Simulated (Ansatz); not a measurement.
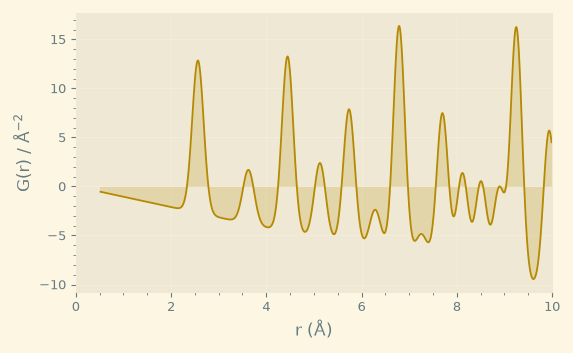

The curve is a calculated neutron PDF: distances of the static structure, each pair weighted by the product of the tabulated coherent neutron scattering lengths (natural isotope mix where the element has one), broadened by Gaussians with σ = 0.12 Å. There is no Q-range truncation.

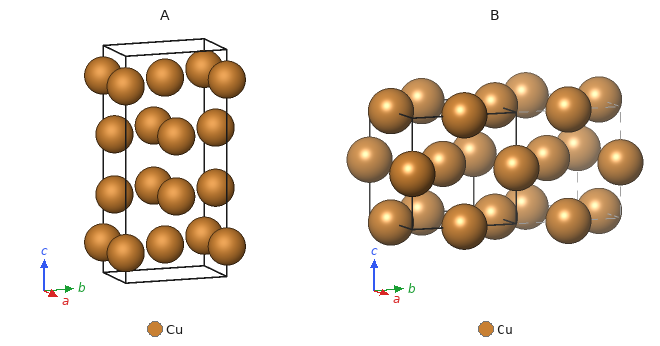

Candidate polymorphs:

A. Cu, a = 2.531 Å, b = 4.217 Å, c = 9.015 Å, α = 90.00°, β = 90.00°, γ = 90.00°, Fmmm

B. Cu, a = 3.630 Å, b = 3.630 Å, c = 3.630 Å, α = 90.00°, β = 90.00°, γ = 90.00°, Fm-3m

Origins: A, the end point of a relaxation with DFT r2SCAN, scalar-relativistic, plane waves, PAW (Ansatz 0.2.0); the starting structure was generated, so it need not be a known form of this composition; B, the geometry relaxed with DFT PBE, scalar-relativistic, plane waves, PAW (Ansatz); the starting structure was generated, so it need not be a known form of this composition.

**Which candidate gives this PDF?**

Candidate B, Cu, Fm-3m (first clear peaks at 2.56 Å (Cu–Cu) and 3.63 Å (Cu–Cu)). A would give first clear peaks at 2.46 Å (Cu–Cu) and 2.99 Å (Cu–Cu).
